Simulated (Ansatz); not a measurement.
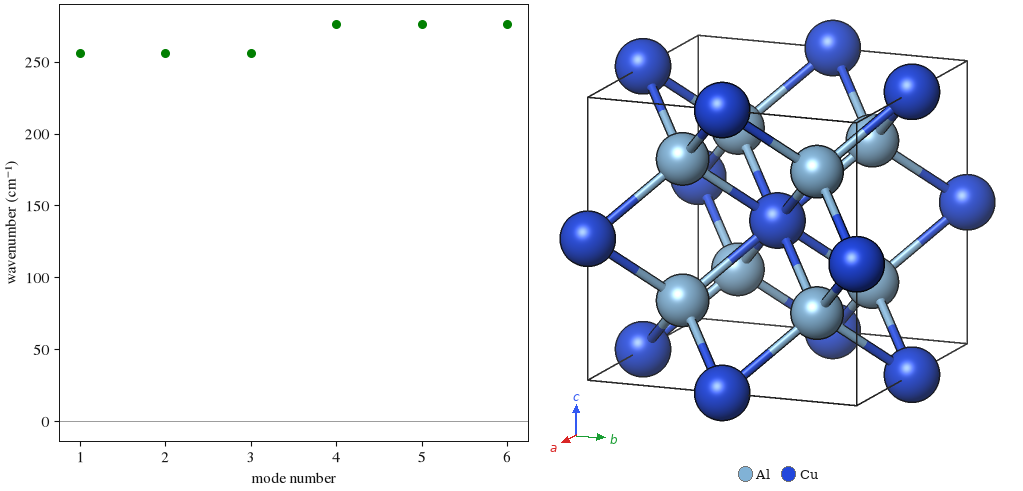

The plot gives the computed zone-centre optical phonon frequencies (the three acoustic modes are left out) for Al₂Cu, space group Fm-3m (No. 225). The conventional cell is drawn beside the plot.

Structure:
```
Al Cu
1.0
    -2.03849    2.03849    2.88285
     2.03849   -2.03849    2.88285
     2.03849    2.03849   -2.88285
Al Cu
2 1
Direct
  0.75000 0.25000 0.50000
  0.25000 0.75000 0.50000
  0.50000 0.50000 0.00000
```

Method: harmonic phonon frequencies at the zone centre with atoms at rest in the given cell, without the long-range term of polar modes, the three translations left out, imaginary frequencies are negative; plane waves with PAW datasets, Γ-centred k mesh (Ansatz 0.2.0). Level: PBEsol, no spin polarisation.

wave cutoff 420 eV; k mesh 14×14×14; occupations Fermi–Dirac; smearing width 0.15 eV; volume relative to the relaxed cell 1.02; phonon method linear response.

This calculation gives: highest mode 276.4 cm⁻¹ and lowest optical mode 255.8 cm⁻¹.

Now the cell is compressed by 2.0 % in volume, to 15.66 Å³/atom. How do these quantities change?

The highest mode rises from 276.4 to 287.1 cm⁻¹ (+3.9 %) and the lowest optical mode rises from 255.8 to 265.2 cm⁻¹ (+3.7 %). The shift of the highest mode amounts to a Grüneisen parameter of 1.92.

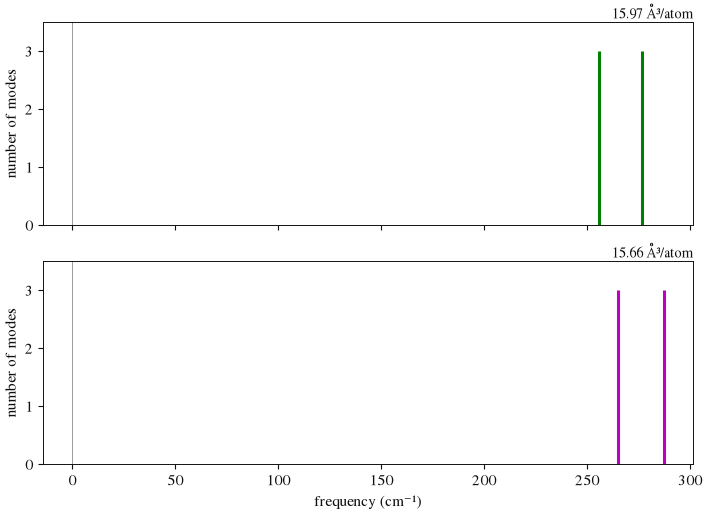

The two results together.

For 15.97 Å³/atom, limits of the calculation: metal sensitive to the k mesh.

For 15.66 Å³/atom, limits of the calculation: metal sensitive to the k mesh; structure snapped to symmetry.
